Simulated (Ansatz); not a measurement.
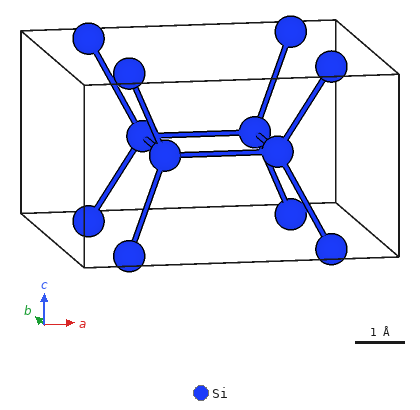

Lattice vibrations of crystalline Si, space group I4/mmm (No. 139), at the zone centre. The picture is a ball-and-stick view of the conventional cell (2 times the calculation's cell), seen slightly off an axis. Lengths and directions refer to the drawn axes.

Level of theory: DFT r2SCAN, scalar-relativistic, plane waves, PAW (Ansatz 0.2.0). (plane-wave cutoff 500 eV; k-point mesh 10 × 10 × 10; occupations gaussian; smearing width 0.05 eV; no spin polarisation)

Frequencies are those without the non-analytic (LO–TO) term.

Q: List the optical modes.

A: The calculation's cell holds 4 atoms, so there are 9 optical modes, in 7 levels. The optical modes span B₁u + A₂g + E_u + B₂g + B₁g + E_g + A₁g. No level is unstable.

```tsv
level	symmetry	frequency (cm⁻¹)	activity
1	B₁u	156	silent
2	A₂g	218	silent
3	E_u	402	infrared-active
4	B₂g	414	Raman-active
5	B₁g	421	Raman-active
6	E_g	499	Raman-active
7	A₁g	541	Raman-active
```

The modes drawn as arrows (one member of each degenerate set), 6 of the levels:

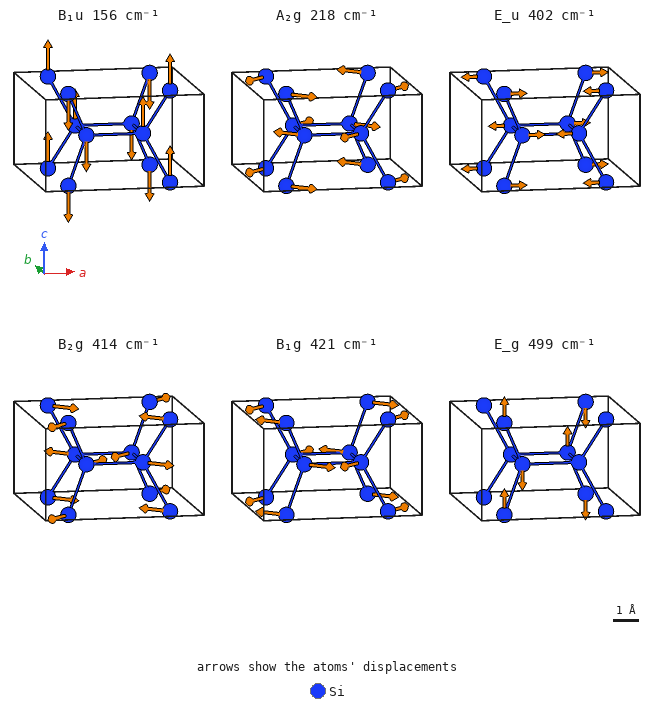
